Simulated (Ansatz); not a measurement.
Single-point calculation, with input and output: MoSi₂

The run: single-point calculation of MoSi₂ (slab, 6 atoms in the cell). Method and program: DFT, PBE, plane waves, PAW, PAW set soft_1, no spin polarisation (Ansatz 0.2.0).

The structure derives from an entry of the Crystallography Open Database. Figures and captions count atoms from 1; the log counts them from 0 in places.

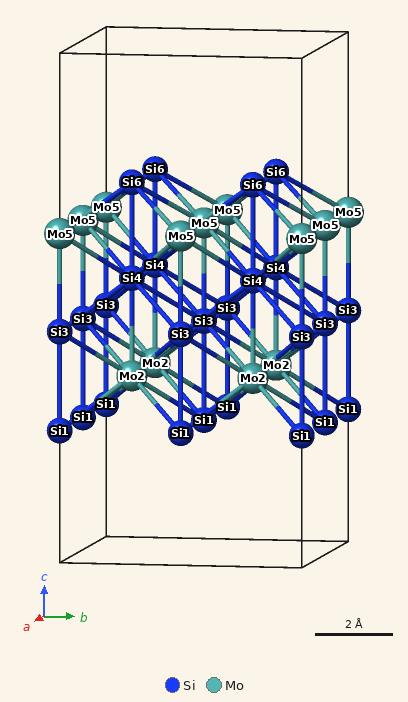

Fig. 1: The structure as given in the input (ball-and-stick view of the 2 × 2 repeat of the cell, with the vacuum cut short, seen slightly off an axis; atoms are numbered from 1 in the order of the input). Near neighbours in the crystal (not all of them lie inside the picture): Si has 4 Mo at 2.57 to 2.62 Å and 1 Si at 2.52 to 2.60 Å; Mo has 9 Si at 2.56 to 2.63 Å; Si has 5 Mo at 2.56 to 2.63 Å and 5 Si at 2.52 to 2.60 Å.

Input
```yaml
crystal:
  lattice:
    - [3.2169717285, 0.0, 0.0]
    - [0.0, 3.2169717285, 0.0]
    - [0.0, 0.0, 21.8787970046]
  atoms:
    - { symbol: Si, position: [0.0, 0.0, 0.1828254085] }
    - { symbol: Mo, position: [0.5, 0.5, 0.2421667772] }
    - { symbol: Si, position: [0.0, 0.0, 0.301508146] }
    - { symbol: Si, position: [0.5, 0.5, 0.3593659936] }
    - { symbol: Mo, position: [0.0, 0.0, 0.4192862006] }
    - { symbol: Si, position: [0.5, 0.5, 0.4743769505] }
kpoints:
  mp_grid: { grid: [8, 8, 1] }
hamiltonian:
  xc: pbe
  pseudopotentials: { kind: paw, azcp: { folder: soft_1 } }
scf:
  occupations: { method: cold, width: 0.3 }
output:
  forces: true
  eigenvalues: true
efield:
  axis: 3
  dipole_correction: true
  ramp_width: 0.04
```

Run on 1 thread of Intel Xeon (Sapphire Rapids), 32 GiB of memory available, shared host.

Launched with:
```bash
ansatz run input.yaml --threads 1 --pin off --max-ram 3072MiB --backend cpu --events-out ev --progress --plain --runs-dir out
```

Log
```
Engine: ansatz 0.2.0, x86_64-unknown-linux-gnu
Pseudopotentials: kind: paw
Pseudopotential: Si, paw, valence charge 4, recommended cutoff 420 eV (normal), [file]
Pseudopotential: Mo, paw, valence charge 14, recommended cutoff 420 eV (normal), [file]
Functional definition: PBE
  parameter kappa = 0.804
  parameter beta = 0.06672455060314922
  exchange = pbe_x(kappa = kappa, mu = beta*pi^2/3)
  correlation = pbe_c(beta = beta)
Crystal: 6 atoms, lattice volume = 226.422 Å³
Basis set: ecut = 420 eV, 4441 PW (Γ), exchange–correlation on 48×48×300 points (8 copies of the dense FFT grid, shifted against one another)
Bands: 28, of which v1, the nominal top of the filled ones, is band 22 counted from 1 (21 counted from 0)
Symmetry: 8 space group operations
Space group: P4mm (ITA 99), of the structure as read, at distance tolerance 6.1e-5 Å
k-points: 15 of 64
Non-local potential: Si, projectors of the file, l = 0: 2, l = 1: 2, l = 2: 1
Non-local potential: Mo, projectors of the file, l = 0: 3, l = 1: 2, l = 2: 2, l = 3: 1
PAW form: soft (Blöchl's): semilocal exchange-correlation on the pseudo side does not see the compensation charge
PAW one-centre angular grid: Si, 110 points (default); XC on 64 Gauss nodes
PAW one-centre angular grid: Mo, 590 points (default); XC on 64 Gauss nodes
Initial density: superposition of atomic densities (neutral atoms: chi_scale 0, normalization atom)
Initial wavefunctions: pseudopotential atomic-orbital guess
Functional: x = pbe(κ = 0.804, μ = 0.2195149727645171), c = pbe(β = 0.06672455060314922)
SCF iter   1: F=—  HF=-12457.838202 eV  |F-HF|=—  |Δ(HF+E_count)|=         —  Δρ=4.63e-2  dr2=1.32e1  ethr=3.10e-3  p=-0.000 e·Å  D=-4.02e-7 V/Å  ΔV_dip=0.00 eV  dr2_dipole=9.82e-3  V_vac-E_F(+/−)=6.52/6.52 eV  ⟨swp⟩=10.0  Hψ=2769  notcnv=0
efield: sawtooth ramp at fractional position 0.8086 (placed from the atoms, in the widest stretch of the axis that holds none; the zero of the levels goes with the place), width 0.0400; the density the first Hamiltonian is built on has a dipole p = -0.000 e·Å; the dipole correction subtracts the counter field D = -4.02e-7 V/Å, which shifts the + side's vacuum level by +0.00 eV against the − side's; the planar-averaged density in the ramp window peaks in size at 2.0e-6 e/Å³
preconditioner: auto → LDOS  [metal: Δε(μ)=0.083 eV  Ē_g=6.750 eV  σ=0.300 eV  W_gap=0.19  n_scr=34 (ndim 8)  ℏωp=13.1 eV  f_vac=0.527  D(μ)=2.58/eV (n_scr^D=10)  β→1.0]
SCF iter   2: F=—  HF=-12456.963661 eV  |F-HF|=—  |Δ(HF+E_count)|=   8.75e-1  S|Δr|=    0.00e0  Δρ=4.58e-2  dr2=7.66e0  ethr=3.10e-3  p=0.008 e·Å  D=6.58e-3 V/Å  ΔV_dip=-0.14 eV  dr2_dipole=4.01e-3  V_vac-E_F(+/−)=4.47/4.61 eV  ⟨swp⟩=4.3  Hψ=1248  notcnv=0  defer=1
SCF iter   3: F=—  HF=-12455.393916 eV  |F-HF|=—  |Δ(HF+E_count)|=    1.57e0  S|Δr|=    0.00e0  Δρ=5.54e-3  dr2=1.23e-1  ethr=3.10e-3  p=0.004 e·Å  D=3.02e-3 V/Å  ΔV_dip=-0.07 eV  dr2_dipole=2.12e-4  V_vac-E_F(+/−)=4.91/4.97 eV  ⟨swp⟩=3.1  Hψ=1021  notcnv=0  defer=4
SCF iter   4: F=—  HF=-12455.360044 eV  |F-HF|=—  |Δ(HF+E_count)|=   3.39e-2  S|Δr|=    0.00e0  Δρ=1.32e-3  dr2=1.34e-2  ethr=2.80e-4  p=0.003 e·Å  D=2.79e-3 V/Å  ΔV_dip=-0.06 eV  dr2_dipole=1.65e-4  V_vac-E_F(+/−)=4.60/4.67 eV  ⟨swp⟩=3.5  Hψ=935  notcnv=0  defer=4
SCF iter   5: F=—  HF=-12455.360068 eV  |F-HF|=—  |Δ(HF+E_count)|=   2.42e-5  S|Δr|=    0.00e0  Δρ=5.61e-4  dr2=2.55e-3  ethr=3.04e-5  p=0.004 e·Å  D=2.91e-3 V/Å  ΔV_dip=-0.06 eV  dr2_dipole=1.47e-5  V_vac-E_F(+/−)=4.50/4.57 eV  ⟨swp⟩=2.3  Hψ=651  notcnv=0  defer=4
SCF iter   6: F=—  HF=-12455.359889 eV  |F-HF|=—  |Δ(HF+E_count)|=   1.80e-4  S|Δr|=    0.00e0  Δρ=1.88e-4  dr2=1.27e-4  ethr=5.80e-6  p=0.004 e·Å  D=2.87e-3 V/Å  ΔV_dip=-0.06 eV  dr2_dipole=8.09e-8  V_vac-E_F(+/−)=4.45/4.51 eV  ⟨swp⟩=2.1  Hψ=618  notcnv=0  defer=4
SCF iter   7: F=—  HF=-12455.359897 eV  |F-HF|=—  |Δ(HF+E_count)|=   8.35e-6  S|Δr|=    0.00e0  Δρ=6.71e-5  dr2=2.21e-5  ethr=2.89e-7  p=0.004 e·Å  D=2.90e-3 V/Å  ΔV_dip=-0.06 eV  dr2_dipole=1.90e-7  V_vac-E_F(+/−)=4.43/4.49 eV  ⟨swp⟩=2.8  Hψ=814  notcnv=0  defer=4
SCF iter   8: F=—  HF=-12455.359968 eV  |F-HF|=—  |Δ(HF+E_count)|=   7.11e-5  S|Δr|=    0.00e0  Δρ=2.08e-5  dr2=1.62e-6  ethr=5.01e-8  p=0.004 e·Å  D=2.93e-3 V/Å  ΔV_dip=-0.06 eV  dr2_dipole=6.84e-8  V_vac-E_F(+/−)=4.42/4.48 eV  ⟨swp⟩=2.2  Hψ=621  notcnv=0  defer=4
SCF iter   9: F=—  HF=-12455.359969 eV  |F-HF|=—  |Δ(HF+E_count)|=   6.32e-7  S|Δr|=    0.00e0  Δρ=4.57e-6  dr2=1.09e-7  ethr=3.69e-9  p=0.004 e·Å  D=2.95e-3 V/Å  ΔV_dip=-0.06 eV  dr2_dipole=5.08e-9  V_vac-E_F(+/−)=4.42/4.48 eV  ⟨swp⟩=2.9  Hψ=911  notcnv=0  defer=4
SCF iter  10: F=-12455.359969 eV  HF=-12455.359969 eV  |F-HF|=1.48e-8  |Δ(HF+E_count)|=   9.71e-8  S|Δr|=    0.00e0  Δρ=1.77e-6  dr2=1.88e-8  ethr=2.27e-10  p=0.004 e·Å  D=2.95e-3 V/Å  ΔV_dip=-0.06 eV  dr2_dipole=2.63e-9  V_vac-E_F(+/−)=4.42/4.48 eV  ⟨swp⟩=11.1  Hψ=2402  notcnv=0
SCF 1 converged in 10 iterations: F = -12455.359969 eV  dr2 = 1.88e-8
  greatest PAW one-centre occupation: 0.999 electrons in one spin orbital (limit 2), on the Mo atom at site 4 (counted from 0), in its partial waves of l = 0
```

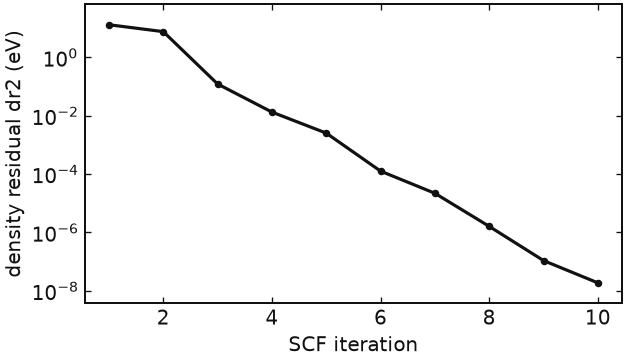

Fig. 2: Convergence of the self-consistent field: density residual dr2 against the SCF iteration. The residual falls at every step.

```
SCF converged after 10 iterations
Stability not checked: this state was not tested for a lower state beside it, because cold or Methfessel-Paxton smearing, or corrected tetrahedra, fill the levels in a way that the test cannot read (fill_not_monotonic; see scf.lower_state_search)
Free energy (F): -12455.359969 eV
Harris-Foulkes:  -12455.359969 eV  (|F-HF|=1.48e-8)
Internal energy: -12455.376956 eV  (E = F + TS)
E sigma→0 (E₀):  -12455.365631 eV
Entropy (-TS):   0.016987 eV (2.831 meV/atom)
Fermi energy:    2.802533 eV
Step filling:    the computed levels leave a gap of 0.0499 eV = 0.2 smearing widths at the electron count; against every level under it full and every level over it empty, smearing changes F+E_penalty+E_count by +13.308 meV and its σ→0 estimate by +7.646 meV
Dipole field:    D = 0.002884 V/Å  (p = 0.003609 e·Å, saw-weighted, corrected)
Work function:   Φ+ = 4.4200 eV   Φ− = 4.4830 eV
Levels:          The Fermi level and band energies are counted from a zero that moves with the ramp; work functions are not
--- Per-component energies (eV) ---
  E_band       = -654.959168
  E_kinetic    = 1014.537326
  E_local      = -29380.608789  (includes V_loc(G=0)·N_el)
  E_nonlocal   = 387.842489
  E_hartree    = 14141.691140
  E_xc         = -581.312557
  E_vxc        = -634.467273  (∫ρ·V_xc dr)
  E_paw        = -8469.616991  (= ΣΔE_a)
  E_vpaw       = -325.648813  (= ΣTr[D̂ρ^β])
  E_aug_tail   = 0.000267  (compensation charges beyond the density's cutoff)
  E_efield     = 0.000005  (sawtooth field / dipole correction)
  E_vefield    = -0.004671  (∫n·V_field dr)
  E_ewald      = 10432.090155
  E_smearing   = 0.016987  (= −TS)
  E_closure    = -0.000000  (closes the sum)
  Σ components = -12455.359969   (vs F -12455.359969, Δ=0.00e0)
--- Forces (eV/Å), atoms counted from 1 ---
  atom   1  Si     0.00000000     0.00000000     0.58740377
  atom   2  Mo     0.00000000     0.00000000    -0.29847080
  atom   3  Si     0.00000000     0.00000000    -0.34817892
  atom   4  Si     0.00000000     0.00000000     0.03112254
  atom   5  Mo     0.00000000     0.00000000     0.02408872
  atom   6  Si    -0.00000000     0.00000000     0.00404377
  max |Σ_I F_I| component: 9.09e-6 eV/Å
--- Band table (eV; the first three rows and the last of 15) ---
  k-point 0: bands = ["-57.7690", "-57.7422", "-31.8945", "-31.8785", "-31.8569", "-31.8569", "-31.8065", "-31.8065", "-9.9283", "-7.7172", "-6.2881", "-3.2866", "-2.0605", "-0.4077", "-0.0967", "0.7360", "0.7360", "1.0787", "2.1636", "2.1636", "3.2697", "3.4527", "3.5721", "3.9343", "3.9343", "4.3453", "5.7379", "5.7379"]
  k-point 1: bands = ["-57.7665", "-57.7398", "-31.8936", "-31.8898", "-31.8746", "-31.8533", "-31.8423", "-31.8031", "-9.7008", "-7.4727", "-6.1247", "-3.2736", "-1.8821", "-0.7912", "-0.1291", "0.3791", "0.8452", "0.9579", "1.8380", "2.1795", "2.4542", "2.6602", "3.5028", "4.0488", "4.3633", "4.9007", "5.0644", "6.6894"]
  k-point 2: bands = ["-57.7604", "-57.7338", "-31.9809", "-31.9280", "-31.8780", "-31.8654", "-31.8447", "-31.7947", "-9.0393", "-6.7915", "-5.6714", "-3.6172", "-1.8602", "-1.4031", "-0.5667", "0.0652", "0.8652", "0.9397", "1.3138", "1.4277", "1.8168", "2.5364", "3.4819", "3.7362", "4.4036", "4.6056", "5.9499", "6.2144"]
  k-point 14: bands = ["-57.7351", "-57.7089", "-32.0635", "-32.0635", "-32.0097", "-32.0097", "-31.8348", "-31.8270", "-6.2015", "-5.8928", "-3.3915", "-3.3915", "-2.2666", "-2.2295", "-0.8409", "-0.8409", "-0.4256", "-0.4256", "0.9758", "1.0548", "1.2485", "1.2485", "3.9350", "3.9456", "5.1883", "5.2671", "6.7817", "6.7817"]
```

Results in brief

```json
{"quantity": "outcome", "value": "converged"}
{"quantity": "electrons treated", "value": "44"}
{"quantity": "free energy", "value": "−12455.3600 eV"}
{"quantity": "Fermi energy", "value": "2.803 eV"}
{"quantity": "gap on the k-point mesh", "value": "none (metallic)"}
{"quantity": "largest force (length of the vector)", "value": "0.587 eV/Å"}
{"quantity": "wall time", "value": "6.5 s"}
{"quantity": "peak memory", "value": "0.45 GiB"}
```

Notes

Settings chosen away from the usual ones: scf.occupations.method set to cold (from gaussian); scf.occupations.width set to 0.3 (from 0.1); basis.ecutwfc removed. These settings are looser than, or depart from, a standard set-up, so the numbers are not reference values for this system.
